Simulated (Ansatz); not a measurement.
# Single-point calculation of Si23C24 (part 2 of 2)

Continued. System: Si23C24 (defect cell, 47 atoms in the cell). Method: DFT PBE, scalar-relativistic, plane waves, PAW, spin-polarised (Ansatz 0.2.0); cutoff 420 eV, 2×2×2 k-mesh, Gaussian smearing of 0.05 eV, collinear spins. The structure derives from an entry of the Crystallography Open Database.

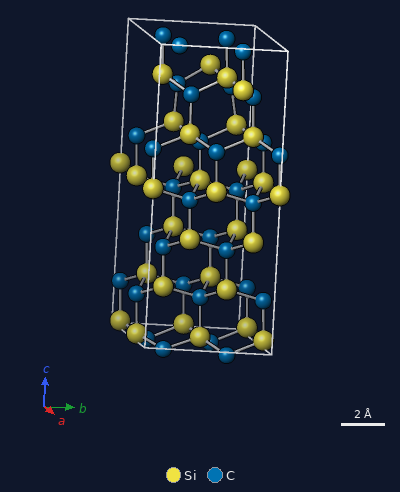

**Figure 1.** The structure (ball-and-stick view of the cell of the calculation, seen slightly off an axis). An atom can appear more than once, as a periodic image.

### Output, continued
```
--- Forces (eV/Å), atoms counted from 1 ---
  atom   1  Si     0.00158985    -0.00955785     0.01020794
  atom   2  Si    -0.00241646     0.00618741     0.01135596
  atom   3  Si     0.00509568     0.00397171     0.01095429
  atom   4  Si    -0.00006117     0.00318715    -0.00269322
  atom   5  Si     0.00014873    -0.00140170    -0.00427635
  atom   6  Si    -0.00482101    -0.00088769    -0.00353267
  atom   7  Si     0.00440273    -0.00090182    -0.00435919
  atom   8  Si    -0.00015874     0.00852605     0.00530179
  atom   9  Si    -0.00008399    -0.00051377    -0.00362634
  atom  10  Si    -0.00853496    -0.00483269     0.00679017
  atom  11  Si     0.00832159    -0.00468779     0.00627014
  atom  12  Si     0.00182291    -0.01138789    -0.00068006
  atom  13  Si     0.00027798     0.00052624    -0.01778296
  atom  14  Si     0.00929984     0.00517209    -0.00082620
  atom  15  Si    -0.00991256     0.00612723     0.00011681
  atom  16  Si     0.00061439    -0.00154517     0.01447532
  atom  17  Si    -0.00111856    -0.00537020    -0.00096501
  atom  18  Si    -0.00399947     0.00083863     0.00068415
  atom  19  Si     0.00265098     0.00024767     0.00457864
  atom  20  Si     0.00051517    -0.00101901    -0.00089952
  atom  21  Si    -0.00035225    -0.00337167    -0.00954184
  atom  22  Si    -0.00214369     0.00102101    -0.01098355
  atom  23  Si     0.00315359     0.00222392    -0.01024709
  atom  24  C      0.00015821     0.00171517    -0.00335031
  atom  25  C     -0.00127076    -0.00199738    -0.00277856
  atom  26  C     -0.00032482    -0.00025812    -0.00461440
  atom  27  C     -0.00014348    -0.00177129    -0.00474313
  atom  28  C     -0.00040383     0.00222787     0.00706394
  atom  29  C      0.00039496    -0.00053619     0.00726585
  atom  30  C     -0.00306821    -0.00088572     0.00544874
  atom  31  C      0.00256149    -0.00106878     0.00559642
  atom  32  C      0.00057166     0.00054041    -0.00755767
  atom  33  C     -0.00142904    -0.00299397     0.00355071
  atom  34  C     -0.00447208     0.00286621     0.00344389
  atom  35  C      0.00373799     0.00268214     0.00392817
  atom  36  C      0.00029009    -0.00016701     0.00145168
  atom  37  C     -0.00027128    -0.00021511     0.00119779
  atom  38  C     -0.00026570     0.00046691    -0.00020895
  atom  39  C      0.00071264     0.00075044    -0.00026724
  atom  40  C     -0.00083162     0.00258367    -0.01253052
  atom  41  C     -0.00158188    -0.00379983    -0.01119383
  atom  42  C     -0.00428860     0.00231090    -0.00744356
  atom  43  C      0.00548174     0.00505222    -0.00718063
  atom  44  C     -0.00011141     0.00104333     0.00358960
  atom  45  C      0.00022767    -0.00188412     0.00613326
  atom  46  C     -0.00242104     0.00050485     0.00630091
  atom  47  C      0.00245869     0.00028385     0.00658718
  max |Σ_I F_I| component: 1.06e-5 eV/Å
--- Band table (eV; the first three rows and the last of 16) ---
  k-point 0 ↑: bands = ["-6.3378", "-5.8499", "-5.6984", "-4.3135", "-4.2435", "-2.9637", "-2.8762", "-2.8592", "-2.8154", "-2.8125", "-2.7953", "-2.6571", "-2.5291", "-2.3657", "-2.3246", "-2.1535", "-2.1421", "-1.9150", "-1.7204", "-1.5989", "-1.5459", "-1.4078", "-1.3697", "-1.3052", "0.5395", "0.6317", "0.6572", "0.7521", "0.9178", "0.9271", "1.0775", "1.3281", "1.4627", "1.5726", "1.6458", "1.8186", "1.8656", "1.9701", "2.0693", "2.1221", "2.2045", "2.3919", "2.8103", "2.9854", "4.4564", "4.6389", "4.8368", "4.8796", "4.9804", "5.0014", "5.4449", "5.5880", "5.6012", "5.7204", "5.9050", "5.9109", "5.9212", "5.9584", "6.0824", "6.1521", "6.1741", "6.2554", "6.4804", "6.5000", "6.6572", "6.6903", "6.7302", "6.7915", "6.8565", "7.0376", "7.1966", "7.2730", "7.2752", "7.3869", "7.3896", "7.5202", "7.6278", "7.7107", "7.7673", "7.7998", "7.8211", "7.9563", "7.9830", "8.0053", "8.1139", "8.1191", "8.4623", "8.4691", "8.5448", "8.7529", "8.7580", "9.0163", "9.0231", "9.4407", "10.6483", "10.6573", "11.1316", "11.1573", "11.2773", "11.7037", "11.7301", "11.8773", "12.3511", "12.5495", "12.5633", "12.6183", "12.6848", "13.0876", "13.7313", "13.9608", "13.9699"]
  k-point 1 ↑: bands = ["-6.2679", "-6.1103", "-5.1816", "-5.0736", "-3.3905", "-3.3042", "-2.9550", "-2.8934", "-2.8558", "-2.8289", "-2.7551", "-2.6689", "-2.5024", "-2.4531", "-2.2495", "-2.2378", "-2.0082", "-1.9446", "-1.7298", "-1.6698", "-1.5421", "-1.3856", "-1.3551", "-1.2848", "0.5892", "0.6946", "0.7432", "0.9067", "1.0257", "1.0639", "1.2085", "1.2525", "1.2681", "1.4910", "1.5005", "1.5818", "1.7091", "1.8453", "2.0996", "2.1237", "2.2751", "2.3743", "2.4206", "4.3666", "4.4994", "4.5311", "4.6593", "4.7283", "4.7821", "4.9266", "5.1654", "5.4823", "5.6567", "5.8321", "5.8697", "5.9203", "5.9329", "6.0140", "6.1135", "6.1816", "6.2034", "6.2536", "6.2545", "6.3950", "6.4986", "6.6718", "6.7616", "6.8390", "7.0387", "7.1544", "7.2485", "7.2835", "7.3718", "7.3885", "7.4401", "7.4881", "7.5652", "7.7352", "7.8189", "7.9193", "7.9405", "7.9660", "7.9678", "7.9814", "8.1539", "8.1620", "8.3485", "8.4219", "8.4315", "8.7848", "8.7920", "9.0028", "9.0112", "9.2645", "10.6498", "10.6536", "11.1293", "11.2070", "11.2739", "11.7184", "11.7448", "11.8863", "12.3236", "12.3785", "12.5710", "12.6718", "13.0708", "13.0878", "13.7248", "13.7665", "13.9752"]
  k-point 2 ↑: bands = ["-5.3649", "-5.2323", "-4.8492", "-4.8257", "-4.7804", "-4.5025", "-3.4791", "-3.3670", "-3.3414", "-3.2795", "-3.2655", "-3.2319", "-3.1450", "-2.7951", "-2.4428", "-2.4054", "-2.2503", "-2.0336", "-2.0082", "-1.6046", "-1.3134", "-1.1468", "-1.1435", "-1.1079", "1.3415", "1.5847", "1.7503", "1.7802", "1.8749", "1.9156", "2.0301", "2.0313", "2.1954", "2.7385", "2.8483", "2.9717", "2.9954", "3.0520", "3.0961", "3.2644", "3.4101", "3.6997", "4.0319", "4.0453", "4.1743", "4.2039", "4.3143", "4.3488", "4.3986", "4.4205", "4.4907", "4.4968", "4.5056", "4.6530", "4.8415", "5.1018", "5.1516", "5.1999", "5.2783", "5.4206", "5.4285", "5.4841", "5.6175", "5.6239", "5.6782", "5.7442", "5.9088", "5.9629", "6.5489", "6.6312", "6.7314", "6.7800", "6.7959", "6.8631", "6.9360", "6.9988", "7.0543", "7.0813", "7.1757", "7.1973", "7.3504", "7.3666", "7.3856", "7.4235", "7.5050", "7.7713", "7.9007", "7.9512", "7.9998", "8.2067", "8.4348", "8.4767", "8.5159", "9.0364", "9.8642", "10.5713", "12.8082", "12.8456", "12.9722", "13.0114", "13.0642", "13.1492", "13.3121", "13.4638", "13.5491", "13.5634", "13.6538", "13.7231", "13.9704", "13.9802", "14.2110"]
  k-point 7 ↓: bands = ["-5.3367", "-5.2131", "-5.0325", "-4.9078", "-4.5373", "-4.3428", "-3.7987", "-3.7241", "-3.3083", "-3.2726", "-3.0807", "-3.0257", "-2.8862", "-2.8012", "-2.6081", "-2.3804", "-2.1893", "-2.1030", "-1.9504", "-1.6957", "-1.4479", "-1.2210", "-1.0620", "-1.0458", "1.5055", "1.6680", "1.7157", "1.7727", "1.9184", "1.9499", "1.9995", "2.1350", "2.2501", "2.5178", "2.5837", "2.7256", "2.8320", "3.0950", "3.1295", "3.5391", "3.6086", "3.8564", "3.9545", "4.0417", "4.0713", "4.1061", "4.1824", "4.3469", "4.3959", "4.4122", "4.5109", "4.5480", "4.6835", "4.7952", "4.9515", "4.9923", "5.0119", "5.0497", "5.2882", "5.4154", "5.4574", "5.6644", "5.7374", "5.7524", "5.8105", "5.9157", "5.9319", "5.9561", "6.3491", "6.3760", "6.6386", "6.6747", "6.7244", "6.8056", "6.8451", "6.9091", "6.9937", "7.0251", "7.1058", "7.2686", "7.4391", "7.4529", "7.4769", "7.5139", "7.6802", "7.7063", "7.8727", "7.9413", "8.0328", "8.1854", "8.4080", "8.4742", "8.5473", "9.0413", "9.8475", "10.5642", "12.8065", "12.8092", "12.8722", "12.9851", "13.0797", "13.3653", "13.4271", "13.4681", "13.5308", "13.6041", "13.6413", "13.7950", "13.9148", "13.9802", "14.1700"]
--- Löwdin populations: 47 sites ---
  site symbol       q [e]    m [muB]
     0     Si      2.9008    -0.0000
     1     Si      2.9007    -0.0000
     2     Si      2.9008    -0.0000
     3     Si      2.9365     0.0000
     4     Si      2.9345     0.0000
     5     Si      2.9352     0.0000
     6     Si      2.9352     0.0000
     7     Si      2.9374     0.0000
     8     Si      2.9351    -0.0000
     9     Si      2.9374     0.0000
    10     Si      2.9374     0.0000
    11     Si      2.9217     0.0000
    12     Si      2.9194     0.0000
    13     Si      2.9215     0.0000
    14     Si      2.9215     0.0000
    15     Si      2.9122     0.0000
    16     Si      2.9173    -0.0000
    17     Si      2.9174    -0.0000
    18     Si      2.9174    -0.0000
    19     Si      2.9178     0.0000
    20     Si      2.9186     0.0000
    21     Si      2.9206     0.0000
    22     Si      2.9206     0.0000
    23      C      4.9896     0.0000
    24      C      4.9896     0.0000
    25      C      4.9898     0.0000
    26      C      4.9898     0.0000
    27      C      4.9944    -0.0000
    28      C      5.0025     0.0000
    29      C      4.9955    -0.0000
    30      C      4.9954    -0.0000
    31      C      4.8535    -0.0000
    32      C      5.0002    -0.0000
    33      C      5.0004    -0.0000
    34      C      5.0004    -0.0000
    35      C      4.9860     0.0000
    36      C      4.9883     0.0000
    37      C      4.9885     0.0000
    38      C      4.9885     0.0000
    39      C      4.9793     0.0000
    40      C      4.7310     0.0000
    41      C      4.7305     0.0000
    42      C      4.7302     0.0000
    43      C      4.9859     0.0000
    44      C      4.9897    -0.0000
    45      C      4.9856    -0.0000
    46      C      4.9855    -0.0000
  spilling = 0.010174 (of n_electrons = 188.000000)
--- Band densities, each state counted as filled ---
  window                                       electrons  max residual (eV)  cut levels
  e_range: [-0.8, -0.19]             1.500000 + 1.500000             1.4e-6           0
  e_range: [0.2, 0.81]               0.750000 + 0.750000             1.4e-4           0
  e_range: [0.18, 1.05]              2.000000 + 2.000000             1.4e-4           0
```

### Key numbers

| quantity | value |
| --- | --- |
| outcome | converged |
| electrons treated | 188 |
| free energy | −20647.9517 eV |
| Fermi energy | 9.642 eV |
| gap on the k-point mesh | 0.41 eV |
| net moment of the cell | 0.00 μB |
| integrated absolute moment | 0.00 μB |
| largest force (length of the vector) | 0.018 eV/Å |
| wall time | 45 s (CPU time 2.9 min) |
| peak memory | 2.1 GiB |

### Notes

The program warns: the state was not tested for a lower one.
